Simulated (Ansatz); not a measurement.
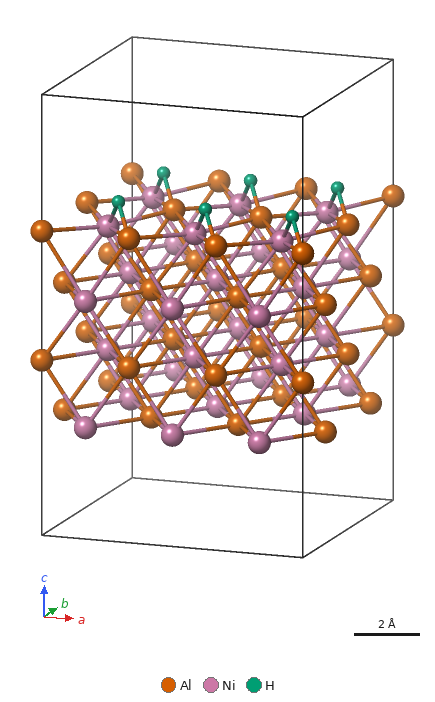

Fig. 1: The input geometry (ball-and-stick view of the 3 × 2 repeat of the cell, with the vacuum cut short, seen slightly off an axis). An atom can appear more than once, as a periodic image.

Al₄Ni₄H: geometry relaxation (part 1 of 2)

Al₄Ni₄H (slab, 9 atoms in the cell), computed with DFT r2SCAN, scalar-relativistic, plane waves, PAW, no spin polarisation (Ansatz 0.2.0).

The structure derives from an entry of the Crystallography Open Database. The input holds or restrains some coordinates. Forces given for the steps count only the free coordinates.

Input file:
```yaml
crystal:
  lattice:
    - [2.8631569649, 0.0, 0.0]
    - [0.0, 4.0491154109, 0.0]
    - [0.0, 0.0, 25.0736731164]
  atoms:
    - { symbol: Al, position: [0.0, 0.5, 0.3390009896] }
    - { symbol: Ni, position: [0.5, 0.0, 0.3390009896] }
    - { symbol: Al, position: [0.0, 0.0, 0.4197453503] }
    - { symbol: Ni, position: [0.5, 0.5, 0.4197453503] }
    - { symbol: Al, position: [0.0, 0.5, 0.5003139399] }
    - { symbol: Ni, position: [0.5, 0.0, 0.4990971732] }
    - { symbol: Al, position: [0.0, 0.0, 0.5834174168] }
    - { symbol: Ni, position: [0.5, 0.5, 0.5762103721] }
    - { symbol: H, position: [0.75, 0.25, 0.6185139898] }
basis:
  ecutwfc: 500
kpoints:
  mp_grid: { grid: [10, 7, 1] }
hamiltonian:
  xc: r2scan
scf:
  occupations: { method: gaussian, width: 0.1 }
output:
  forces: true
  eigenvalues: true
  write_density: true
  write_potential: true
  elf: true
  volumetric_format: npy
relax:
  adjacent_minimum: "off"
  f_tol: 0.03
  max_steps: 70
  constraints: [{ sites: [0, 1, 2, 3] }]
efield:
  axis: 3
  dipole_correction: true
```

Launch command:
```bash
ansatz run input.yaml --threads 2 --pin off --max-ram 5120MiB --backend cpu --events-out ev --progress --plain --runs-dir out
```

The program's output:
```
Engine: ansatz 0.2.0, aarch64-unknown-linux-gnu
Pseudopotentials: kind: paw
Pseudopotential: Al, paw, valence charge 3, recommended cutoff 500 eV (meta_gga), Al.paw.azcp
Pseudopotential: Ni, paw, valence charge 18, recommended cutoff 500 eV (meta_gga), Ni.paw.azcp
Pseudopotential: H, paw, valence charge 1, recommended cutoff 500 eV (meta_gga), H.paw.azcp
Functional definition: r2SCAN
  parameter k0 = 0.174
  parameter k1 = 0.065
  parameter a1 = 4.9479
  exchange = r2scan_x(k0 = k0, k1 = k1, a1 = a1)
  correlation = r2scan_c
Crystal: 9 atoms, lattice volume = 290.685 Å³
Basis set: ecut = 500 eV, 7391 PW (Γ), exchange–correlation on 96×120×768 points (64 copies of the dense FFT grid, shifted against one another)
Bands: 52, of which v1, the nominal top of the filled ones, is band 43 counted from 1 (42 counted from 0)
Symmetry: 1 space group operations
Space group: P1 (ITA 1), of the structure as read, at distance tolerance 6.6e-5 Å
k-points: 36 of 70 (time reversal used)
Non-local potential: Al, projectors of the file, l = 0: 2, l = 1: 2, l = 2: 1
Non-local potential: Ni, projectors of the file, l = 0: 3, l = 1: 2, l = 2: 3, l = 3: 1
Non-local potential: H, projectors of the file, l = 0: 2, l = 1: 1
PAW form: soft (Blöchl's): semilocal exchange-correlation on the pseudo side does not see the compensation charge
PAW frozen core: Al, regenerated for the run's functional (the file was generated under x = pbe(κ = 0.804, μ = 0.2195149727645171), c = pbe(β = 0.06672455060314922))
PAW frozen core: Ni, regenerated for the run's functional (the file was generated under x = pbe(κ = 0.804, μ = 0.2195149727645171), c = pbe(β = 0.06672455060314922))
PAW one-centre angular grid: Al, 302 points (default); XC on 160 Gauss nodes
PAW one-centre angular grid: Ni, 590 points (default); XC on 160 Gauss nodes
PAW one-centre angular grid: H, 302 points (default); XC on 160 Gauss nodes
Initial density: superposition of atomic densities (neutral atoms: chi_scale 0, normalization atom), corrected by the library's trained network
Initial wavefunctions: pseudopotential atomic-orbital guess
Functional: x = r2scan, c = r2scan; τ floored in thin density (d = 2e-4 eV/Å³)
SCF iter   1: F=—  HF=-25561.157953 eV  |F-HF|=—  |Δ(HF+E_count)|=         —  Δρ=1.93e-2  dr2=2.23e0  dr2_τ=2.36e-1  ethr=1.77e-3  p=0.011 e·Å  D=6.84e-3 V/Å  ΔV_dip=-0.17 eV  dr2_dipole=5.71e-1  V_vac-E_F(+/−)=4.85/5.02 eV  ⟨swp⟩=11.4  Hψ=9932  notcnv=0  defer=22
efield: sawtooth ramp at fractional position 0.9288 (placed from the atoms, in the widest stretch of the axis that holds none; the zero of the levels goes with the place), width 0.1000; the density the first Hamiltonian is built on has a dipole p = 0.011 e·Å; the dipole correction subtracts the counter field D = 6.84e-3 V/Å, which shifts the + side's vacuum level by -0.17 eV against the − side's; the planar-averaged density in the ramp window peaks in size at 2.8e-5 e/Å³
preconditioner: auto → LDOS  [metal: Δε(μ)=0.031 eV  Ē_g=6.763 eV  σ=0.100 eV  W_gap=0.17  n_scr=48 (ndim 8)  ℏωp=15.9 eV  f_vac=0.602  D(μ)=3.66/eV (n_scr^D=12)  β→1.0]
SCF iter   2: F=—  HF=-25561.376243 eV  |F-HF|=—  |Δ(HF+E_count)|=   2.18e-1  Δρ=1.99e-2  dr2=7.25e-1  dr2_τ=1.11e-2  ethr=1.77e-3  p=0.039 e·Å  D=2.46e-2 V/Å  ΔV_dip=-0.62 eV  dr2_dipole=5.24e-3  V_vac-E_F(+/−)=4.33/4.94 eV  ⟨swp⟩=2.5  Hψ=3153  notcnv=0  defer=112
SCF iter   3: F=—  HF=-25561.302698 eV  |F-HF|=—  |Δ(HF+E_count)|=   7.35e-2  Δρ=4.22e-3  dr2=5.42e-2  dr2_τ=8.21e-4  ethr=8.53e-4  p=0.036 e·Å  D=2.24e-2 V/Å  ΔV_dip=-0.56 eV  dr2_dipole=6.67e-3  V_vac-E_F(+/−)=4.44/5.00 eV  ⟨swp⟩=2.1  Hψ=2721  notcnv=0  defer=112
SCF iter   4: F=—  HF=-25561.302781 eV  |F-HF|=—  |Δ(HF+E_count)|=   8.27e-5  Δρ=6.65e-4  dr2=1.28e-3  dr2_τ=5.34e-5  ethr=6.38e-5  p=0.038 e·Å  D=2.40e-2 V/Å  ΔV_dip=-0.60 eV  dr2_dipole=1.32e-4  V_vac-E_F(+/−)=4.38/4.98 eV  ⟨swp⟩=2.3  Hψ=3012  notcnv=0  defer=121
SCF iter   5: F=—  HF=-25561.304316 eV  |F-HF|=—  |Δ(HF+E_count)|=   1.54e-3  Δρ=5.85e-4  dr2=7.05e-4  dr2_τ=5.10e-6  ethr=1.51e-6  p=0.040 e·Å  D=2.47e-2 V/Å  ΔV_dip=-0.62 eV  dr2_dipole=1.19e-6  V_vac-E_F(+/−)=4.36/4.98 eV  ⟨swp⟩=3.0  Hψ=3897  notcnv=0  defer=121
SCF iter   6: F=—  HF=-25561.304382 eV  |F-HF|=—  |Δ(HF+E_count)|=   6.59e-5  Δρ=1.35e-4  dr2=3.84e-5  dr2_τ=7.96e-7  ethr=8.29e-7  p=0.040 e·Å  D=2.47e-2 V/Å  ΔV_dip=-0.62 eV  dr2_dipole=2.39e-10  V_vac-E_F(+/−)=4.36/4.98 eV  ⟨swp⟩=2.1  Hψ=2532  notcnv=0  defer=121
SCF iter   7: F=-25561.304408 eV  HF=-25561.304405 eV  |F-HF|=3.79e-6  |Δ(HF+E_count)|=   2.21e-5  Δρ=5.15e-5  dr2=5.66e-6  dr2_τ=1.21e-7  ethr=2.65e-8  p=0.040 e·Å  D=2.48e-2 V/Å  ΔV_dip=-0.62 eV  dr2_dipole=2.98e-7  V_vac-E_F(+/−)=4.36/4.98 eV  ⟨swp⟩=26.6  Hψ=23223  notcnv=0
SCF 1 converged in 7 iterations: F = -25561.304408 eV  dr2 = 5.66e-6
  greatest PAW one-centre occupation: 1.001 electrons in one spin orbital (limit 2), on the Ni atom at site 7 (counted from 0), in its partial waves of l = 1
relax step   1: F+E_penalty+E_count = -25561.30440830 eV  Δ(F+E_penalty+E_count) = +0.000e0 eV  max|allowed force component| = 1.744e0 eV/Å  Δτ_max = 0.0000 Å  (7 SCF iters, dr2 threshold 2.25e-5 eV, accepted)
Initial density: handed on by an earlier stage of this run
Initial wavefunctions: those handed on with the density
iter 1 solved again at ethr=6.56e-5 eV; its pass at ethr=3.10e-3 eV (dr2=5.58e-2 eV) is discarded
SCF iter   1: F=—  HF=-25561.497070 eV  |F-HF|=—  |Δ(HF+E_count)|=         —  Δρ=4.46e-3  dr2=5.02e-2  dr2_τ=9.34e-2  ethr=6.56e-5  p=0.040 e·Å  D=2.48e-2 V/Å  ΔV_dip=-0.62 eV  dr2_dipole=2.16e-3  V_vac-E_F(+/−)=4.35/4.97 eV  ⟨swp⟩=2.0  Hψ=7222  notcnv=0  defer=120
efield: sawtooth ramp at fractional position 0.9288 (handed on by an earlier solve), width 0.1000; the density the first Hamiltonian is built on has a dipole p = 0.040 e·Å; the dipole correction subtracts the counter field D = 2.48e-2 V/Å, which shifts the + side's vacuum level by -0.62 eV against the − side's; the planar-averaged density in the ramp window peaks in size at 1.8e-6 e/Å³
preconditioner: auto → LDOS  [metal: Δε(μ)=0.009 eV  Ē_g=6.635 eV  σ=0.100 eV  W_gap=0.05  n_scr=48 (ndim 8)  ℏωp=15.9 eV  f_vac=0.601  D(μ)=4.31/eV (n_scr^D=22)  β→1.0]
SCF iter   2: F=—  HF=-25561.552065 eV  |F-HF|=—  |Δ(HF+E_count)|=   5.50e-2  Δρ=1.78e-3  dr2=1.57e-2  dr2_τ=3.35e-4  ethr=5.90e-5  p=0.032 e·Å  D=1.99e-2 V/Å  ΔV_dip=-0.50 eV  dr2_dipole=1.42e-3  V_vac-E_F(+/−)=4.47/4.97 eV  ⟨swp⟩=2.2  Hψ=3481  notcnv=0  defer=120
SCF iter   3: F=—  HF=-25561.549087 eV  |F-HF|=—  |Δ(HF+E_count)|=   2.98e-3  Δρ=1.13e-3  dr2=2.80e-3  dr2_τ=2.41e-5  ethr=1.85e-5  p=0.035 e·Å  D=2.16e-2 V/Å  ΔV_dip=-0.54 eV  dr2_dipole=4.65e-5  V_vac-E_F(+/−)=4.43/4.98 eV  ⟨swp⟩=2.0  Hψ=2901  notcnv=0  defer=120
SCF iter   4: F=—  HF=-25561.548942 eV  |F-HF|=—  |Δ(HF+E_count)|=   1.45e-4  Δρ=7.91e-4  dr2=1.15e-3  dr2_τ=8.10e-6  ethr=3.29e-6  p=0.034 e·Å  D=2.14e-2 V/Å  ΔV_dip=-0.54 eV  dr2_dipole=1.86e-9  V_vac-E_F(+/−)=4.44/4.98 eV  ⟨swp⟩=3.5  Hψ=4203  notcnv=0  defer=122
SCF iter   5: F=—  HF=-25561.548881 eV  |F-HF|=—  |Δ(HF+E_count)|=   6.06e-5  Δρ=2.49e-4  dr2=1.41e-4  dr2_τ=2.11e-6  ethr=1.35e-6  p=0.035 e·Å  D=2.15e-2 V/Å  ΔV_dip=-0.54 eV  dr2_dipole=1.17e-6  V_vac-E_F(+/−)=4.44/4.98 eV  ⟨swp⟩=2.3  Hψ=2532  notcnv=0  defer=122
SCF iter   6: F=-25561.548873 eV  HF=-25561.548878 eV  |F-HF|=5.02e-6  |Δ(HF+E_count)|=   3.26e-6  Δρ=5.69e-5  dr2=8.94e-6  dr2_τ=1.81e-7  ethr=1.18e-7  p=0.035 e·Å  D=2.16e-2 V/Å  ΔV_dip=-0.54 eV  dr2_dipole=6.94e-7  V_vac-E_F(+/−)=4.43/4.98 eV  ⟨swp⟩=23.5  Hψ=21673  notcnv=0
SCF 2 converged in 6 iterations: F = -25561.548873 eV  dr2 = 8.94e-6
[... from here on the iterations of each SCF are left out, up to the last one ...]
  Residual-converged pass: ⟨swp⟩=1.0  Hψ=2016  notcnv=0  max |occ|·‖R‖ = 7.0e-9 eV (tolerance 1.0e-8 eV)  dr2=8.94e-6  dr2_τ=1.81e-7  dr2_onsite=1.37e-6  max |Δocc| = 6.2e-11
relax step   2: F+E_penalty+E_count = -25561.54887284 eV  Δ(F+E_penalty+E_count) = -2.445e-1 eV  max|allowed force component| = 8.884e-1 eV/Å  Δτ_max = 0.1030 Å  (6 SCF iters, dr2 threshold 1.00e-4 eV, accepted)
efield: sawtooth ramp at fractional position 0.9288 (handed on by an earlier solve), width 0.1000; the density the first Hamiltonian is built on has a dipole p = 0.035 e·Å; the dipole correction subtracts the counter field D = 2.16e-2 V/Å, which shifts the + side's vacuum level by -0.54 eV against the − side's; the planar-averaged density in the ramp window peaks in size at 2.5e-6 e/Å³
preconditioner: auto → LDOS  [metal: Δε(μ)=0.020 eV  Ē_g=6.653 eV  σ=0.100 eV  W_gap=0.11  n_scr=48 (ndim 8)  ℏωp=15.9 eV  f_vac=0.599  D(μ)=4.11/eV (n_scr^D=18)  β→1.0]
SCF 3 converged in 8 iterations: F = -25561.659788 eV  dr2 = 1.52e-5
  Residual-converged pass: ⟨swp⟩=1.1  Hψ=2018  notcnv=0  max |occ|·‖R‖ = 7.1e-9 eV (tolerance 1.0e-8 eV)  dr2=1.52e-5  dr2_τ=7.89e-8  dr2_onsite=1.10e-6  max |Δocc| = 6.7e-12
relax step   3: F+E_penalty+E_count = -25561.65978751 eV  Δ(F+E_penalty+E_count) = -1.109e-1 eV  max|allowed force component| = 2.811e-1 eV/Å  Δτ_max = 0.2000 Å  (8 SCF iters, dr2 threshold 4.93e-5 eV, accepted)
efield: sawtooth ramp at fractional position 0.9288 (handed on by an earlier solve), width 0.1000; the density the first Hamiltonian is built on has a dipole p = 0.033 e·Å; the dipole correction subtracts the counter field D = 2.03e-2 V/Å, which shifts the + side's vacuum level by -0.51 eV against the − side's; the planar-averaged density in the ramp window peaks in size at 3.3e-6 e/Å³
preconditioner: auto → LDOS  [metal: Δε(μ)=0.023 eV  Ē_g=6.634 eV  σ=0.100 eV  W_gap=0.13  n_scr=48 (ndim 8)  ℏωp=15.9 eV  f_vac=0.598  D(μ)=4.28/eV (n_scr^D=22)  β→1.0]
SCF 4 converged in 8 iterations: F = -25561.701690 eV  dr2 = 5.55e-6
relax step   4: F+E_penalty+E_count = -25561.70168989 eV  Δ(F+E_penalty+E_count) = -4.190e-2 eV  max|allowed force component| = 1.007e-1 eV/Å  Δτ_max = 0.2000 Å  (8 SCF iters, dr2 threshold 7.91e-6 eV, accepted)
efield: sawtooth ramp at fractional position 0.9288 (handed on by an earlier solve), width 0.1000; the density the first Hamiltonian is built on has a dipole p = 0.026 e·Å; the dipole correction subtracts the counter field D = 1.61e-2 V/Å, which shifts the + side's vacuum level by -0.40 eV against the − side's; the planar-averaged density in the ramp window peaks in size at 3.0e-6 e/Å³
preconditioner: auto → LDOS  [metal: Δε(μ)=0.040 eV  Ē_g=6.652 eV  σ=0.100 eV  W_gap=0.22  n_scr=48 (ndim 8)  ℏωp=15.9 eV  f_vac=0.599  D(μ)=3.99/eV (n_scr^D=18)  β→1.0]
SCF 5 converged in 8 iterations: F = -25561.716843 eV  dr2 = 8.49e-7
relax step   5: F+E_penalty+E_count = -25561.71684251 eV  Δ(F+E_penalty+E_count) = -1.515e-2 eV  max|allowed force component| = 7.330e-2 eV/Å  Δτ_max = 0.1964 Å  (8 SCF iters, dr2 threshold 1.02e-6 eV, accepted)
efield: sawtooth ramp at fractional position 0.9288 (handed on by an earlier solve), width 0.1000; the density the first Hamiltonian is built on has a dipole p = 0.028 e·Å; the dipole correction subtracts the counter field D = 1.72e-2 V/Å, which shifts the + side's vacuum level by -0.43 eV against the − side's; the planar-averaged density in the ramp window peaks in size at 2.6e-6 e/Å³
preconditioner: auto → LDOS  [metal: Δε(μ)=0.059 eV  Ē_g=6.656 eV  σ=0.100 eV  W_gap=0.32  n_scr=48 (ndim 8)  ℏωp=15.9 eV  f_vac=0.600  D(μ)=3.92/eV (n_scr^D=14)  β→1.0]
SCF 6 converged in 10 iterations: F = -25561.726089 eV  dr2 = 5.29e-9
relax step   6: F+E_penalty+E_count = -25561.72608865 eV  Δ(F+E_penalty+E_count) = -9.246e-3 eV  max|allowed force component| = 1.052e-1 eV/Å  Δτ_max = 0.1921 Å  (10 SCF iters, accepted)
efield: sawtooth ramp at fractional position 0.9288 (handed on by an earlier solve), width 0.1000; the density the first Hamiltonian is built on has a dipole p = 0.029 e·Å; the dipole correction subtracts the counter field D = 1.79e-2 V/Å, which shifts the + side's vacuum level by -0.45 eV against the − side's; the planar-averaged density in the ramp window peaks in size at 2.4e-6 e/Å³
preconditioner: auto → LDOS  [metal: Δε(μ)=0.057 eV  Ē_g=6.661 eV  σ=0.100 eV  W_gap=0.31  n_scr=48 (ndim 8)  ℏωp=15.9 eV  f_vac=0.600  D(μ)=3.82/eV (n_scr^D=12)  β→1.0]
SCF 7 converged in 6 iterations: F = -25561.728191 eV  dr2 = 1.44e-6
relax step   7: F+E_penalty+E_count = -25561.72819127 eV  Δ(F+E_penalty+E_count) = -2.103e-3 eV  max|allowed force component| = 7.034e-3 eV/Å  Δτ_max = 0.0419 Å  (6 SCF iters, dr2 threshold 5.86e-6 eV, accepted)
efield: sawtooth ramp at fractional position 0.9288 (handed on by an earlier solve), width 0.1000; the density the first Hamiltonian is built on has a dipole p = 0.028 e·Å; the dipole correction subtracts the counter field D = 1.74e-2 V/Å, which shifts the + side's vacuum level by -0.44 eV against the − side's; the planar-averaged density in the ramp window peaks in size at 2.4e-6 e/Å³
preconditioner: auto → LDOS  [metal: Δε(μ)=0.056 eV  Ē_g=6.660 eV  σ=0.100 eV  W_gap=0.31  n_scr=48 (ndim 8)  ℏωp=15.9 eV  f_vac=0.600  D(μ)=3.82/eV (n_scr^D=12)  β→1.0]
SCF 8 converged in 3 iterations: F = -25561.728192 eV  dr2 = 5.91e-8
relax step   8: F+E_penalty+E_count = -25561.72819249 eV  Δ(F+E_penalty+E_count) = -1.222e-6 eV  max|allowed force component| = 6.882e-3 eV/Å  Δτ_max = 0.0000 Å  (3 SCF iters, accepted)
iter 1 solved again at ethr=6.92e-11 eV; its pass at ethr=3.10e-3 eV (dr2=5.88e-8 eV) is discarded
SCF iter   1: F=—  HF=-25561.728193 eV  |F-HF|=—  |Δ(HF+E_count)|=         —  Δρ=5.76e-6  dr2=5.91e-8  dr2_τ=4.32e-10  ethr=6.92e-11  p=0.028 e·Å  D=1.74e-2 V/Å  ΔV_dip=-0.44 eV  dr2_dipole=8.01e-10  V_vac-E_F(+/−)=4.54/4.98 eV  ⟨swp⟩=1.0  Hψ=5179  notcnv=0
efield: sawtooth ramp at fractional position 0.9288 (kept from the solve that this one continues, or follows in the run), width 0.1000; the density the first Hamiltonian is built on has a dipole p = 0.028 e·Å; the dipole correction subtracts the counter field D = 1.74e-2 V/Å, which shifts the + side's vacuum level by -0.44 eV against the − side's; the planar-averaged density in the ramp window peaks in size at 2.4e-6 e/Å³
SCF iter   2: F=—  HF=-25561.728193 eV  |F-HF|=—  |Δ(HF+E_count)|=   2.46e-8  Δρ=1.08e-5  dr2=2.09e-7  dr2_τ=7.15e-10  ethr=6.92e-11  p=0.028 e·Å  D=1.74e-2 V/Å  ΔV_dip=-0.44 eV  dr2_dipole=8.06e-10  V_vac-E_F(+/−)=4.54/4.98 eV  ⟨swp⟩=13.3  Hψ=17009  notcnv=0  recentre
SCF iter   3: F=-25561.728193 eV  HF=-25561.728193 eV  |F-HF|=3.07e-9  |Δ(HF+E_count)|=   1.50e-8  Δρ=6.59e-7  dr2=7.83e-10  dr2_τ=1.01e-11  ethr=6.92e-11  p=0.028 e·Å  D=1.74e-2 V/Å  ΔV_dip=-0.44 eV  dr2_dipole=1.15e-11  V_vac-E_F(+/−)=4.54/4.98 eV  ⟨swp⟩=10.8  Hψ=15931  notcnv=0
SCF 9 converged in 3 iterations: F = -25561.728193 eV  dr2 = 7.83e-10
```

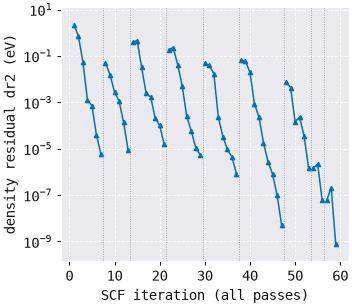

Fig. 2: Convergence of the self-consistent field: density residual dr2 against the SCF iteration. Dotted lines part the SCF passes that the log prints in full.

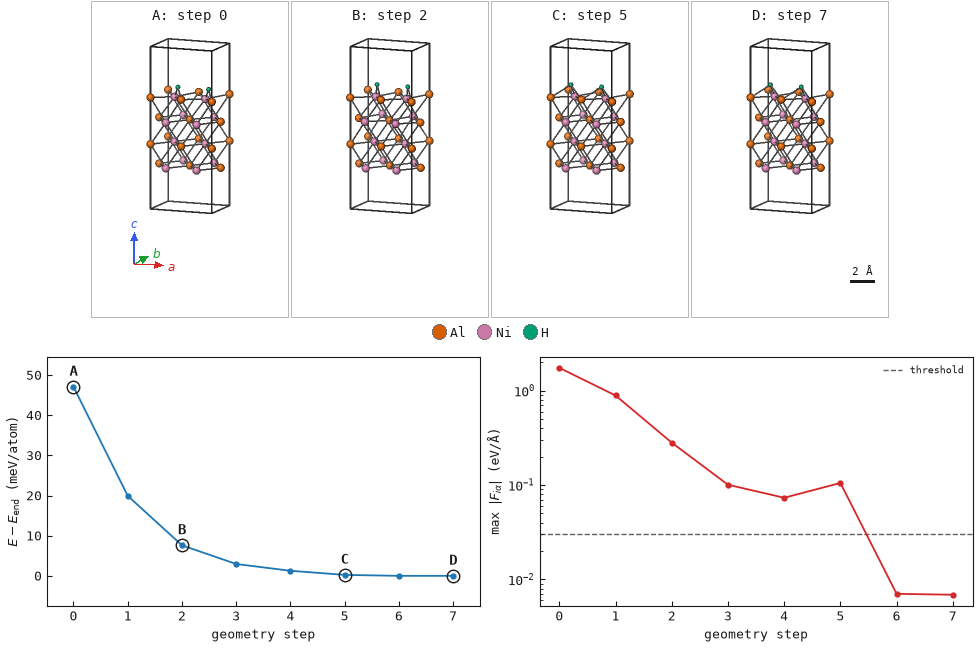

Fig. 3: Frames of the restrained relaxation (ball-and-stick view of the 2 × 1 repeat of the cell, with the vacuum cut short, seen slightly off an axis) above the curves, on which the letters mark them (the first geometry is step 0 here and step 1 in the log).

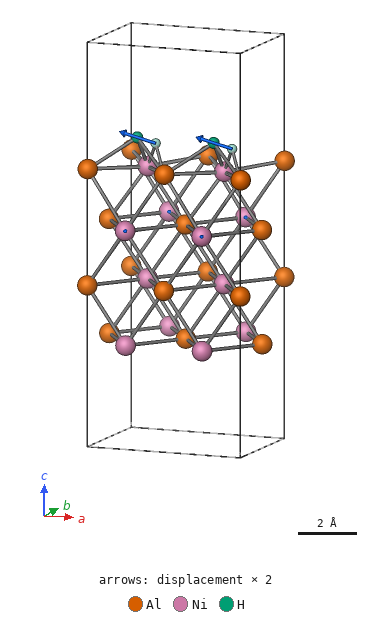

Fig. 4: Start (faint) and end (solid) with the displacements as blue arrows, magnified 2 times (ball-and-stick view of the 2 × 1 repeat of the cell, with the vacuum cut short, seen slightly off an axis). After 7 geometry steps the energy has fallen by 47.1 meV per atom. The largest force component goes from 1.7 to 0.0069 eV/Å. H9 moves most: 0.72 Å. By element the largest moves are H 0.72 Å, Ni 0.06 Å, Al 0.04 Å. The cell doesn't change. Among the contacts that change: Al7–H9 1.520 → 2.029 Å, Ni8–H9 1.632 → 1.557 Å, Al5–Ni8 2.381 → 2.421 Å, Ni6–Al7 2.553 → 2.516 Å. Bonds break: Al7–H9 (1.52 → 2.03 Å). Among the angles that change: Al7–H9–Ni8 104.1° → 86.1°. (Atoms are counted from 1 in the order of the input.)
